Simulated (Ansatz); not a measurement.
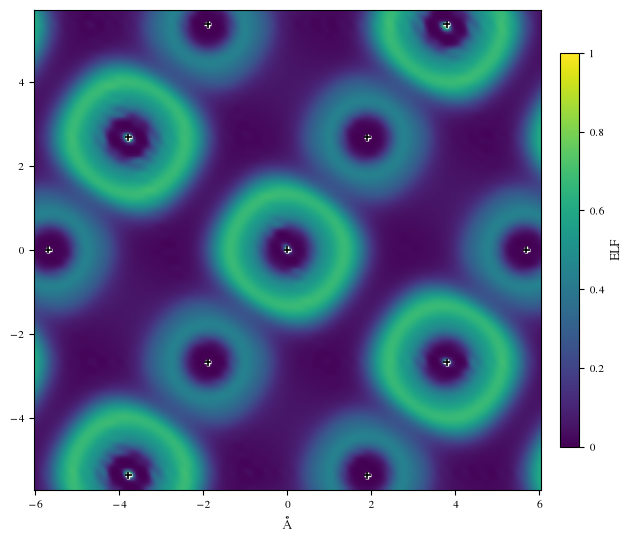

The electron localisation function on a plane through atoms (crosses mark nuclei in the plane).

Level of theory: Ansatz, DFT PBE, scalar-relativistic, plane waves, PAW.

Candidates:
A. TePb, a = 11.38 Å, b = 11.38 Å, c = 11.38 Å, α = 109.47°, β = 109.47°, γ = 109.47°. Space group Fm-3m; a structure from a database of computed crystals, not necessarily the ambient phase.
B. Al15ZnO24 (cell charge −1, with a compensating background) (cell with a defect), a = 7.07 Å, b = 7.07 Å, c = 7.07 Å, α = 85.73°, β = 85.73°, γ = 85.73°. 
C. Zn15Se16 (cell with a defect), a = 9.93 Å, b = 9.93 Å, c = 9.93 Å, α = 109.47°, β = 109.47°, γ = 109.47°. Spin-polarised.

Which candidate gave the map?

Candidate A: TePb on the (100) plane of the calculation cell, which holds Te and Pb. Te–Pb (3.28 Å): the ELF peaks at about 0.65 in the valence shell of Te, 1.3 Å from its nucleus, and drops to about 0.25 between the two atoms.
